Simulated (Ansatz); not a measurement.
## Single-point calculation of Co$_{2}$Si (part 2 of 2)

The same run, continued: Co$_{2}$Si (Pnma, 12 atoms in the cell); DFT r2SCAN, scalar-relativistic, plane waves, PAW, spin-polarised (Ansatz 0.2.0); cutoff 500 eV, 4×6×4 k-mesh, Gaussian smearing of 0.1 eV, collinear spins. The structure derives from an entry of the Crystallography Open Database.

Output, continued:
```
  k-point 0 ↑: bands = ["-82.3193", "-82.3188", "-82.3022", "-82.3021", "-81.7900", "-81.7896", "-81.7833", "-81.7833", "-44.3975", "-44.3941", "-44.2913", "-44.2902", "-44.1683", "-44.1618", "-44.1006", "-44.0990", "-43.9890", "-43.9856", "-43.9653", "-43.9650", "-43.7563", "-43.7540", "-43.7492", "-43.7488", "-43.6131", "-43.6077", "-43.5777", "-43.5770", "-43.5712", "-43.5646", "-43.5357", "-43.5320", "4.2099", "6.8347", "6.9361", "9.0477", "10.5365", "10.9002", "11.5592", "11.7421", "12.0825", "12.3319", "12.5195", "12.7434", "12.8193", "13.0230", "13.0257", "13.1006", "13.2467", "13.4526", "13.5406", "13.6244", "13.7725", "14.0800", "14.2332", "14.3315", "14.6145", "14.6664", "14.7104", "14.7983", "14.8664", "15.1238", "15.2053", "15.2237", "15.2536", "15.3400", "15.3651", "15.5349", "15.7257", "15.7343", "15.8191", "15.9051", "15.9647", "16.0791", "16.1222", "16.2069", "16.2295", "16.2891", "16.6548", "16.9996", "18.1930", "18.4594", "19.1594", "19.9942", "20.1059", "20.6020", "21.0604", "21.2088", "22.1455", "22.5179", "22.9974", "23.3726", "24.1527", "24.2143", "24.6481", "25.8569", "25.8617", "25.8896", "26.6764", "26.9174", "27.2255", "27.7435", "27.9815", "28.2211", "28.2807", "28.5105"]
  k-point 1 ↑: bands = ["-82.3192", "-82.3189", "-82.3022", "-82.3021", "-81.7899", "-81.7897", "-81.7833", "-81.7833", "-44.3970", "-44.3946", "-44.2912", "-44.2903", "-44.1673", "-44.1627", "-44.1003", "-44.0992", "-43.9885", "-43.9861", "-43.9653", "-43.9650", "-43.7552", "-43.7533", "-43.7499", "-43.7499", "-43.6123", "-43.6085", "-43.5776", "-43.5771", "-43.5703", "-43.5657", "-43.5350", "-43.5325", "4.3976", "5.8093", "7.9694", "9.0101", "10.5587", "11.1189", "11.1704", "11.7969", "12.1619", "12.2631", "12.5826", "12.6563", "12.7651", "12.8988", "13.0948", "13.1637", "13.1945", "13.4302", "13.4523", "13.5573", "13.9537", "14.0084", "14.0568", "14.1223", "14.6492", "14.7345", "14.8293", "14.9609", "15.0036", "15.0062", "15.1906", "15.2428", "15.3080", "15.4678", "15.5174", "15.5716", "15.6426", "15.7363", "15.9037", "15.9282", "16.0053", "16.0128", "16.1816", "16.1917", "16.2031", "16.5380", "16.7336", "16.8776", "17.5979", "18.4698", "18.7195", "18.9400", "20.9274", "20.9709", "21.6421", "21.6603", "21.9529", "22.5142", "22.7483", "23.9032", "24.1513", "24.5297", "24.6453", "25.2546", "25.5034", "25.6824", "26.5865", "26.7307", "26.9621", "27.6506", "27.6581", "28.4517", "28.5347", "28.7014"]
  k-point 2 ↑: bands = ["-82.3190", "-82.3190", "-82.3021", "-82.3021", "-81.7898", "-81.7898", "-81.7833", "-81.7833", "-44.3958", "-44.3958", "-44.2907", "-44.2907", "-44.1650", "-44.1650", "-44.0997", "-44.0997", "-43.9873", "-43.9873", "-43.9651", "-43.9651", "-43.7527", "-43.7527", "-43.7515", "-43.7515", "-43.6104", "-43.6104", "-43.5773", "-43.5773", "-43.5681", "-43.5681", "-43.5337", "-43.5337", "4.9467", "4.9467", "8.7333", "8.7333", "10.7346", "10.7346", "11.5591", "11.5591", "12.3712", "12.3712", "12.3784", "12.3784", "12.7866", "12.7866", "13.2008", "13.2008", "13.2624", "13.2624", "13.5100", "13.5100", "13.8530", "13.8530", "14.0117", "14.0117", "14.7838", "14.7838", "15.0392", "15.0392", "15.1248", "15.1248", "15.2573", "15.2573", "15.3200", "15.3200", "15.5407", "15.5407", "15.6948", "15.6948", "16.0012", "16.0012", "16.1203", "16.1203", "16.1347", "16.1347", "16.3537", "16.3537", "16.7331", "16.7331", "17.6877", "17.6877", "18.8135", "18.8135", "20.7279", "20.7279", "21.9048", "21.9048", "22.3702", "22.3702", "23.9456", "23.9456", "24.4854", "24.4854", "25.1017", "25.1017", "25.3822", "25.3822", "25.5055", "25.5055", "27.1204", "27.1204", "28.3204", "28.3204", "28.7450", "28.7450"]
  k-point 35 ↓: bands = ["-80.5970", "-80.5970", "-80.5970", "-80.5970", "-80.4168", "-80.4168", "-80.4168", "-80.4168", "-42.5406", "-42.5406", "-42.5406", "-42.5406", "-42.4704", "-42.4704", "-42.4704", "-42.4704", "-42.4186", "-42.4186", "-42.4186", "-42.4186", "-42.3277", "-42.3277", "-42.3277", "-42.3277", "-42.3051", "-42.3051", "-42.3051", "-42.3051", "-42.2037", "-42.2037", "-42.2037", "-42.2037", "7.6824", "7.6824", "7.6824", "7.6824", "9.9314", "9.9314", "9.9314", "9.9314", "12.9708", "12.9708", "12.9708", "12.9708", "13.3793", "13.3793", "13.3793", "13.3793", "14.5225", "14.5225", "14.5225", "14.5225", "15.2849", "15.2849", "15.2849", "15.2849", "15.6085", "15.6085", "15.6085", "15.6085", "16.0404", "16.0404", "16.0404", "16.0404", "16.1962", "16.1962", "16.1962", "16.1962", "16.3064", "16.3064", "16.3064", "16.3064", "16.9777", "16.9777", "16.9777", "16.9777", "18.2107", "18.2107", "18.2107", "18.2107", "19.0770", "19.0770", "19.0770", "19.0770", "20.9958", "20.9958", "20.9958", "20.9958", "23.9689", "23.9689", "23.9689", "23.9689", "25.2068", "25.2068", "25.2068", "25.2068", "27.9983", "27.9983", "27.9983", "27.9983", "28.6865", "28.6865", "28.6865", "28.6865", "30.4416", "30.4416"]
--- Löwdin populations: 12 sites ---
  site symbol       q [e]    m [muB]
     0     Co     16.5531     1.1690
     1     Co     16.5531     1.1690
     2     Co     16.5531     1.1690
     3     Co     16.5531     1.1690
     4     Co     16.6337     0.7184
     5     Co     16.6337     0.7184
     6     Co     16.6337     0.7184
     7     Co     16.6337     0.7184
     8     Si      4.3574    -0.1215
     9     Si      4.3574    -0.1215
    10     Si      4.3574    -0.1215
    11     Si      4.3574    -0.1215
  spilling = 0.011998 (of n_electrons = 152.000000)
```

File populations.tsv:
```
# site	symbol	l	j	q_up	q_dn
# orbitals = lowdin
# n_electrons = 152.000000
# spilling = 0.011998
0	Co	0_3S	-	0.988542	0.989109
0	Co	0_4S	-	0.307729	0.323546
0	Co	1_3P	-	2.997485	2.997580
0	Co	2_3D	-	4.567255	3.381820
1	Co	0_3S	-	0.988542	0.989109
1	Co	0_4S	-	0.307729	0.323546
1	Co	1_3P	-	2.997485	2.997580
1	Co	2_3D	-	4.567255	3.381820
2	Co	0_3S	-	0.988542	0.989109
2	Co	0_4S	-	0.307729	0.323546
2	Co	1_3P	-	2.997485	2.997580
2	Co	2_3D	-	4.567255	3.381820
3	Co	0_3S	-	0.988542	0.989109
3	Co	0_4S	-	0.307729	0.323546
3	Co	1_3P	-	2.997485	2.997580
3	Co	2_3D	-	4.567255	3.381820
4	Co	0_3S	-	0.986750	0.987139
4	Co	0_4S	-	0.296861	0.317137
4	Co	1_3P	-	2.996640	2.997040
4	Co	2_3D	-	4.395791	3.656310
5	Co	0_3S	-	0.986750	0.987139
5	Co	0_4S	-	0.296861	0.317137
5	Co	1_3P	-	2.996640	2.997040
5	Co	2_3D	-	4.395791	3.656310
6	Co	0_3S	-	0.986750	0.987139
6	Co	0_4S	-	0.296861	0.317137
6	Co	1_3P	-	2.996640	2.997040
6	Co	2_3D	-	4.395791	3.656310
7	Co	0_3S	-	0.986750	0.987139
7	Co	0_4S	-	0.296861	0.317137
7	Co	1_3P	-	2.996640	2.997040
7	Co	2_3D	-	4.395791	3.656310
8	Si	0_3S	-	0.651177	0.662873
8	Si	1_3P	-	1.466740	1.576562
9	Si	0_3S	-	0.651177	0.662873
9	Si	1_3P	-	1.466740	1.576562
10	Si	0_3S	-	0.651177	0.662873
10	Si	1_3P	-	1.466740	1.576562
11	Si	0_3S	-	0.651177	0.662873
11	Si	1_3P	-	1.466740	1.576562
```

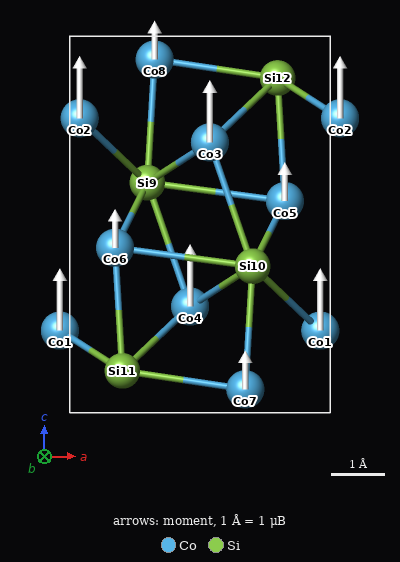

Magnetic moments of the sites as white arrows (ball-and-stick view of the cell of the calculation, along the b axis; atoms are numbered from 1 in the order of the input); small moments hardly show. The run is collinear, so the axis drawn is arbitrary. Site moments: Co1, Co2, Co3, Co4 (1.18 μB); Co5, Co6, Co7, Co8 (0.74 μB); all 4 Si atoms (−0.06 μB). They are counted near the atoms and needn't add up to the moment of the cell.

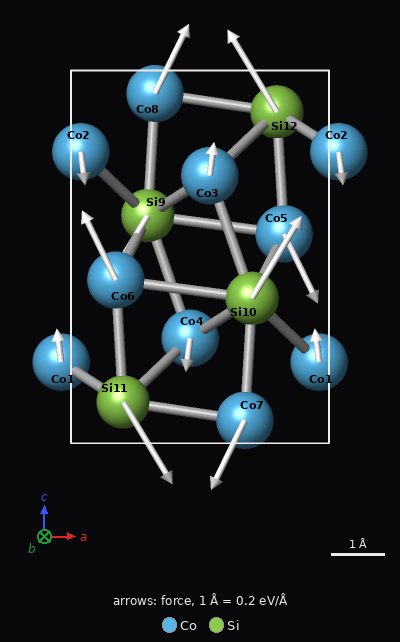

Forces on the atoms as white arrows (ball-and-stick view of the cell of the calculation, along the b axis; atoms are numbered from 1 in the order of the input). The largest act on all 4 Si atoms (0.37 eV/Å); Co5, Co6, Co7, Co8 (0.30 eV/Å); Co1, Co2, Co3, Co4 (0.13 eV/Å). The geometry is not a stationary point of this energy.

This output came from the following input.

Input file:
```yaml
crystal:
  lattice:
    - [4.918, 0.0, 0.0]
    - [0.0, 3.738, 0.0]
    - [0.0, 0.0, 7.109]
  atoms:
    - { symbol: Co, position: [0.962, 0.75, 0.218], spin: 3.0 }
    - { symbol: Co, position: [0.038, 0.25, 0.782], spin: 3.0 }
    - { symbol: Co, position: [0.538, 0.25, 0.718], spin: 3.0 }
    - { symbol: Co, position: [0.462, 0.75, 0.282], spin: 3.0 }
    - { symbol: Co, position: [0.826, 0.75, 0.562], spin: 3.0 }
    - { symbol: Co, position: [0.174, 0.25, 0.438], spin: 3.0 }
    - { symbol: Co, position: [0.674, 0.25, 0.062], spin: 3.0 }
    - { symbol: Co, position: [0.326, 0.75, 0.938], spin: 3.0 }
    - { symbol: Si, position: [0.298, 0.75, 0.611] }
    - { symbol: Si, position: [0.702, 0.25, 0.389] }
    - { symbol: Si, position: [0.202, 0.25, 0.111] }
    - { symbol: Si, position: [0.798, 0.75, 0.889] }
basis:
  ecutwfc: 500
kpoints:
  mp_grid: { grid: [4, 6, 4] }
hamiltonian:
  xc: r2scan
scf:
  occupations: { method: gaussian, width: 0.1 }
  lower_state_search: "off"
output:
  forces: true
  stress: true
  eigenvalues: true
  populations: true
magnetization:
  spin_polarized: true
```

Command:
```bash
ansatz run input.yaml --threads 4 --pin off --max-ram 9216MiB --backend cpu --events-out ev --progress --plain --runs-dir out
```

Key numbers:

```csv
quantity,value
outcome,converged
space group (tolerance 0.01 Å),Pnma (62)
electrons treated,152
free energy,−43612.3359 eV
Fermi energy,16.971 eV
gap on the k-point mesh,none (metallic)
net moment of the cell,6.70 μB
integrated absolute moment,8.76 μB
pressure,−8.77 GPa
largest force (length of the vector),0.367 eV/Å
hardware,"4 threads of Arm Neoverse V1, 24 GiB of memory available, shared host"
wall time,84 s (CPU time 5.5 min)
peak memory,1.4 GiB
```

The electronic state found may not be the lowest one. The program warns: the state was not tested for a lower one. The cell is under a tension of 8.8 GPa at this level, so it is not at its equilibrium volume.
